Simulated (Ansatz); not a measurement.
## Run report: Ge, geometry relaxation (part 2 of 2)

Ge (P6/mmm, 3 atoms in the cell); DFT, LDA, PAW with Ansatz's default frozen-core files, scalar-relativistic, no spin polarisation (Ansatz 0.2.0); cutoff 420 eV, 10×10×13 k-mesh, Fermi–Dirac smearing of 0.1 eV. The structure was built on a prototype by a generator; it need not be a known phase. Its volume is 0.51 times that of the source entry. It belongs to a series of runs on one base structure; here: omega relaxed under pressure, PAW files.

Geometry of the input (Å; fractional positions):
```
3.7055  0.0000  0.0000
-1.8527  3.2090  0.0000
0.0000  0.0000  2.2974
Ge 0.0000  0.0000  0.0000
Ge 0.3333  0.6667  0.5000
Ge 0.6667  0.3333  0.5000
```

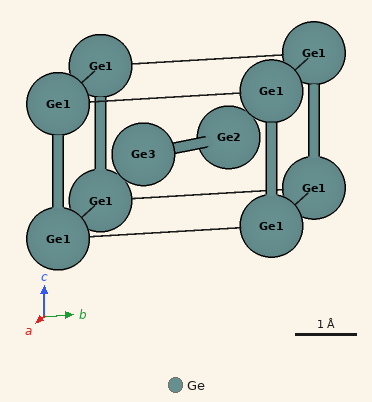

Figure 1. The geometry at step 2 of the log (ball-and-stick view of the cell of the calculation, seen slightly off an axis; atoms are numbered from 1 in the order of the input).

Log, continued
```
SCF iter   1: F=—  HF=-12635.717913 eV  |F-HF|=—  |Δ(HF+E_count)|=         —  Δρ=1.98e-3  dr2=7.91e-4  ethr=2.06e-6  ⟨swp⟩=1.9  Hψ=13863  notcnv=0
preconditioner: auto → none  [metal: Δε(μ)=0.076 eV  Ē_g=27.076 eV  σ=0.100 eV  W_gap=0.19  n_scr=8 (ndim 8)  ℏωp=45.8 eV  f_vac=0.000  D(μ)=0.76/eV (n_scr^D=6)]
SCF iter   2: F=—  HF=-12635.717620 eV  |F-HF|=—  |Δ(HF+E_count)|=   2.94e-4  Δρ=7.77e-4  dr2=1.14e-4  ethr=1.88e-6  ⟨swp⟩=1.4  Hψ=2596  notcnv=0
SCF iter   3: F=—  HF=-12635.717577 eV  |F-HF|=—  |Δ(HF+E_count)|=   4.25e-5  Δρ=6.64e-5  dr2=7.64e-7  ethr=2.71e-7  ⟨swp⟩=2.0  Hψ=3153  notcnv=0
SCF iter   4: F=—  HF=-12635.717578 eV  |F-HF|=—  |Δ(HF+E_count)|=   6.36e-7  Δρ=2.67e-5  dr2=1.10e-7  ethr=1.82e-9  ⟨swp⟩=2.0  Hψ=4652  notcnv=0
SCF iter   5: F=—  HF=-12635.717578 eV  |F-HF|=—  |Δ(HF+E_count)|=   1.80e-9  Δρ=1.06e-5  dr2=1.40e-8  ethr=2.62e-10  ⟨swp⟩=2.0  Hψ=4451  notcnv=0
SCF iter   6: F=—  HF=-12635.717578 eV  |F-HF|=—  |Δ(HF+E_count)|=   3.41e-9  Δρ=2.71e-6  dr2=1.53e-9  ethr=3.34e-11  ⟨swp⟩=2.0  Hψ=4625  notcnv=0
SCF iter   7: F=-12635.717578 eV  HF=-12635.717578 eV  |F-HF|=1.46e-11  |Δ(HF+E_count)|=  4.44e-10  Δρ=2.81e-7  dr2=1.90e-11  ethr=1.00e-12  ⟨swp⟩=4.7  Hψ=9550  notcnv=0
SCF 4 converged in 7 iterations: F = -12635.717578 eV  dr2 = 1.90e-11
relax step   4: F+E_penalty+E_count = -12635.71757767 eV  Δ(F+E_penalty+E_count) = +7.845e-2 eV  max|allowed force component| = 9.714e-17 eV/Å  Δτ_max = 0.0000 Å  P = +239.565 GPa  Ω = 27.570 Å³  energy of the carried Pulay correction = -2.792e-4 eV  (7 SCF iters, accepted)
Crystal: 3 atoms, lattice volume = 27.556 Å³
iter 1 solved again at ethr=2.26e-8 eV; its pass at ethr=3.10e-3 eV (dr2=9.48e-6 eV) is discarded
SCF iter   1: F=—  HF=-12635.696974 eV  |F-HF|=—  |Δ(HF+E_count)|=         —  Δρ=2.00e-4  dr2=8.29e-6  ethr=2.26e-8  ⟨swp⟩=2.0  Hψ=12661  notcnv=0
preconditioner: auto → none  [metal: Δε(μ)=0.099 eV  Ē_g=27.074 eV  σ=0.100 eV  W_gap=0.24  n_scr=8 (ndim 8)  ℏωp=45.8 eV  f_vac=0.000  D(μ)=0.73/eV (n_scr^D=6)]
SCF iter   2: F=—  HF=-12635.696971 eV  |F-HF|=—  |Δ(HF+E_count)|=   3.08e-6  Δρ=7.72e-5  dr2=1.16e-6  ethr=1.97e-8  ⟨swp⟩=1.5  Hψ=2616  notcnv=0
SCF iter   3: F=-12635.696970 eV  HF=-12635.696971 eV  |F-HF|=1.41e-9  |Δ(HF+E_count)|=   4.47e-7  Δρ=6.01e-6  dr2=3.23e-9  ethr=7.14e-10  ⟨swp⟩=5.8  Hψ=10225  notcnv=0
SCF 5 converged in 3 iterations: F = -12635.696970 eV  dr2 = 3.23e-9
relax step   5: F+E_penalty+E_count = -12635.69697050 eV  Δ(F+E_penalty+E_count) = +2.061e-2 eV  max|allowed force component| = 3.412e-17 eV/Å  Δτ_max = 0.0000 Å  P = +239.999 GPa  Ω = 27.556 Å³  energy of the carried Pulay correction = -2.632e-4 eV  (3 SCF iters, dr2 threshold 3.00e-7 eV, accepted)
Initial wavefunctions: pseudopotential atomic-orbital guess (no wavefunctions were taken with the density)
iter 1 solved again at ethr=4.73e-8 eV; its pass at ethr=3.10e-3 eV (dr2=1.99e-5 eV) is discarded
SCF iter   1: F=—  HF=-12635.697089 eV  |F-HF|=—  |Δ(HF+E_count)|=         —  Δρ=1.79e-3  dr2=1.85e-5  ethr=4.73e-8  ⟨swp⟩=3.0  Hψ=16456  notcnv=0
SCF iter   2: F=—  HF=-12635.697312 eV  |F-HF|=—  |Δ(HF+E_count)|=   2.23e-4  Δρ=8.97e-4  dr2=4.63e-6  ethr=4.41e-8  ⟨swp⟩=1.0  Hψ=2550  notcnv=0
SCF iter   3: F=—  HF=-12635.697385 eV  |F-HF|=—  |Δ(HF+E_count)|=   7.31e-5  Δρ=5.01e-6  dr2=8.83e-9  ethr=1.10e-8  ⟨swp⟩=1.0  Hψ=2550  notcnv=0
SCF iter   4: F=—  HF=-12635.697384 eV  |F-HF|=—  |Δ(HF+E_count)|=   1.12e-6  Δρ=4.39e-7  dr2=4.31e-11  ethr=1.00e-12  ⟨swp⟩=3.5  Hψ=10739  notcnv=0
SCF iter   5: F=-12635.697384 eV  HF=-12635.697384 eV  |F-HF|=1.82e-12  |Δ(HF+E_count)|=  1.27e-11  Δρ=1.80e-7  dr2=2.05e-12  ethr=1.00e-12  ⟨swp⟩=2.7  Hψ=7728  notcnv=0
SCF 6 converged in 5 iterations: F = -12635.697384 eV  dr2 = 2.05e-12
relax step   6: F+E_penalty+E_count = -12635.69738387 eV  Δ(F+E_penalty+E_count) = -4.134e-4 eV  max|allowed force component| = 3.412e-17 eV/Å  Δτ_max = 0.0000 Å  P = +240.003 GPa  Ω = 27.556 Å³  stress off target by 6.42e-3 GPa  SCF on the basis re-selected at this cell (its energy is not comparable with the rows above)  (5 SCF iters)
basis re-selected at this cell: Δ(F+E_penalty+E_count) = -4.134e-4 eV, ΔP = +0.005 GPa vs the last step (what re-selecting the basis moved, of the pressure what is left beyond the Pulay correction that the steps carried, after the strain that the cell walked since its last selection, with what the two solves' SCF thresholds leave and, on support functions, any second-order correction that the steps lacked; it is no measure of the basis error at this ecutwfc). The dense FFT grid was sized anew with the basis: this SCF ran on 27×27×16 points, the steps before it on 25×25×16, so part of this shift can come from that change (see relax.cell in the input reference). This SCF's stress stands 6.42e-3 GPa from its target on what of the cell is left free (relax.cell.stress_tol is 1.20e-1 GPa) and its largest allowed force component is 3.41e-17 eV/Å (relax.f_tol is 5.00e-3 eV/Å): within both
SCF converged after 5 iterations
Free energy (F): -12635.697384 eV
Harris-Foulkes:  -12635.697384 eV  (|F-HF|=1.82e-12)
Internal energy: -12635.672833 eV  (E = F + TS)
E sigma→0 (E₀):  -12635.685108 eV
Entropy (-TS):   -0.024551 eV (-8.184 meV/atom)
Fermi energy:    26.257040 eV
--- Per-component energies (eV) ---
  E_band       = 213.308097
  E_kinetic    = 385.888896
  E_local      = -4527.321709  (includes V_loc(G=0)·N_el)
  E_nonlocal   = 1277.108520
  E_hartree    = 2124.069091
  E_xc         = -249.894742
  E_vxc        = -226.239087  (∫ρ·V_xc dr)
  E_paw        = -5821.615766  (= ΣΔE_a)
  E_vpaw       = -944.267524  (= ΣTr[D̂ρ^β])
  E_aug_tail   = 0.000863  (compensation charges beyond the density's cutoff)
  E_ewald      = -5829.632966
  E_core_change = 5.724979  (= ΣΔE_core)
  E_smearing   = -0.024551  (= −TS)
  E_closure    = 0.000000  (closes the sum)
  Σ components = -12635.697384   (vs F -12635.697384, Δ=0.00e0)
--- Forces (eV/Å), atoms counted from 1 ---
  atom   1  Ge     0.00000000     0.00000000     0.00000000
  atom   2  Ge    -0.00000000     0.00000000    -0.00000000
  atom   3  Ge     0.00000000    -0.00000000     0.00000000
  max |Σ_I F_I| component: 9.25e-18 eV/Å
--- Stress (GPa, compression-positive) ---
      240.006415      -0.000000       0.000000
       -0.000000     240.006415       0.000000
        0.000000       0.000000     239.997193
  P = ⅓ Tr σ = 240.0033 GPa (2400.033 kbar)
--- Band table (eV; the first three rows and the last of 98) ---
  k-point 0: bands = ["-0.7644", "-0.3380", "-0.2300", "-0.1625", "-0.1625", "0.0246", "0.0246", "0.0335", "0.0335", "0.1720", "0.1720", "0.1751", "0.1751", "0.5515", "0.5515", "4.4145", "19.1384", "19.1384", "19.2025", "19.2025", "20.0150", "20.2156", "32.9172", "37.9546", "45.1969", "45.1969"]
  k-point 1: bands = ["-0.7159", "-0.2915", "-0.1739", "-0.1603", "-0.1603", "-0.0351", "-0.0351", "-0.0150", "-0.0150", "0.1943", "0.1943", "0.2125", "0.2125", "0.5367", "0.5367", "4.5978", "19.3226", "19.3226", "19.4024", "19.4024", "20.1537", "20.3494", "30.4580", "40.6492", "43.9562", "44.1776"]
  k-point 2: bands = ["-0.5819", "-0.1781", "-0.1781", "-0.1650", "-0.1270", "-0.1270", "-0.1155", "-0.1155", "-0.0175", "0.2164", "0.2164", "0.2671", "0.2671", "0.5020", "0.5020", "5.1537", "19.8666", "19.8666", "19.9960", "19.9960", "20.5718", "20.7531", "26.7380", "40.4238", "40.5232", "40.5232"]
  k-point 97: bands = ["-0.5312", "-0.4824", "-0.2878", "-0.2772", "-0.2070", "-0.1961", "-0.1275", "-0.0661", "0.0945", "0.2107", "0.2182", "0.5473", "0.5614", "0.6551", "0.6883", "15.0013", "16.2434", "16.7609", "18.0207", "19.1285", "19.6776", "28.4921", "29.5555", "31.3458", "32.3690", "33.8517"]
--- Relaxed structure (5 steps of the walk, 4 accepted, 1 SCFs on fresh bases) ---
  F+E_penalty+E_count = -12635.69738387 eV   max|allowed force component| = 3.412e-17 eV/Å   (the final SCF, on the basis selected at the relaxed cell)
  cell:  # Å, volume = 27.5562 Å³
    - [3.7645290262396855, 2.9327531754034556e-11, 3.61337439583481e-30]
    - [-1.8822645131452411, 3.2601777699928, 4.0157327382557934e-19]
    - [5.8764907841474835e-34, 2.874920628095399e-19, 2.2452616901074163]
  atoms:
    - { symbol: Ge, position: [2.6448111302496596e-35, -3.0841360185248566e-35, 0.0] }
    - { symbol: Ge, position: [0.3333333333333332, 0.6666666666666665, 0.5] }
    - { symbol: Ge, position: [0.6666666666666665, 0.33333333333333326, 0.5] }
```

Trajectory as extended XYZ (Å, eV, eV/Å), 6 frames, from step=1 to step=6
```
3
Lattice="3.7055 0.0000 0.0000 -1.8527 3.2090 0.0000 0.0000 0.0000 2.2974" Properties=species:S:1:pos:R:3:forces:R:3 step=1 energy=-12635.25103 pressure_GPa=248.65
Ge    0.0000    0.0000    0.0000    0.0000   0.0000   0.0000
Ge    0.0000    2.1394    1.1487    0.0000   0.0000   0.0000
Ge    1.8527    1.0697    1.1487    0.0000   0.0000   0.0000
3
Lattice="3.7495 0.0000 0.0000 -1.8748 3.2472 0.0000 0.0000 0.0000 2.2695" Properties=species:S:1:pos:R:3:forces:R:3 step=2 energy=-12635.79603 pressure_GPa=237.51
Ge    0.0000    0.0000    0.0000    0.0000   0.0000   0.0000
Ge    0.0000    2.1648    1.1348    0.0000   0.0000   0.0000
Ge    1.8748    1.0824    1.1348    0.0000   0.0000   0.0000
3
Lattice="3.7828 0.0000 0.0000 -1.8914 3.2760 0.0000 0.0000 0.0000 2.2151" Properties=species:S:1:pos:R:3:forces:R:3 step=3 energy=-12635.52028 pressure_GPa=243.93 accepted=F
Ge    0.0000    0.0000    0.0000    0.0000   0.0000   0.0000
Ge    0.0000    2.1840    1.1075    0.0000   0.0000   0.0000
Ge    1.8914    1.0920    1.1075    0.0000   0.0000   0.0000
3
Lattice="3.7674 0.0000 0.0000 -1.8837 3.2627 0.0000 0.0000 0.0000 2.2430" Properties=species:S:1:pos:R:3:forces:R:3 step=4 energy=-12635.71758 pressure_GPa=239.57
Ge    0.0000    0.0000    0.0000    0.0000   0.0000   0.0000
Ge    0.0000    2.1751    1.1215    0.0000   0.0000   0.0000
Ge    1.8837    1.0876    1.1215    0.0000   0.0000   0.0000
3
Lattice="3.7645 0.0000 0.0000 -1.8823 3.2602 0.0000 0.0000 0.0000 2.2453" Properties=species:S:1:pos:R:3:forces:R:3 step=5 energy=-12635.69697 pressure_GPa=240.00
Ge    0.0000    0.0000    0.0000    0.0000   0.0000   0.0000
Ge    0.0000    2.1735    1.1226    0.0000   0.0000   0.0000
Ge    1.8823    1.0867    1.1226    0.0000   0.0000   0.0000
3
Lattice="3.7645 0.0000 0.0000 -1.8823 3.2602 0.0000 0.0000 0.0000 2.2453" Properties=species:S:1:pos:R:3:forces:R:3 step=6 energy=-12635.69738 pressure_GPa=240.00
Ge    0.0000    0.0000    0.0000    0.0000   0.0000   0.0000
Ge    0.0000    2.1735    1.1226    0.0000   0.0000   0.0000
Ge    1.8823    1.0867    1.1226    0.0000   0.0000   0.0000
```

Results in brief

- outcome: converged
- space group (tolerance 0.01 Å): P6/mmm (191)
- electrons treated: 42
- free energy: −12635.6974 eV
- Fermi energy: 26.257 eV
- pressure: 240.00 GPa
- final volume: 27.56 Å³
- largest force (length of the vector) at the end: under 0.001 eV/Å
- final cell: a = 3.765 Å, b = 3.765 Å, c = 2.245 Å, α = 90.00°, β = 90.00°, γ = 120.00°
- hardware: 1 thread of Arm Neoverse V2, 112 GiB of memory available, shared host
- wall time: 23 s
- peak memory: 0.34 GiB

The cell was relaxed to the target pressure of the input; what is minimised is then the enthalpy E + pV.
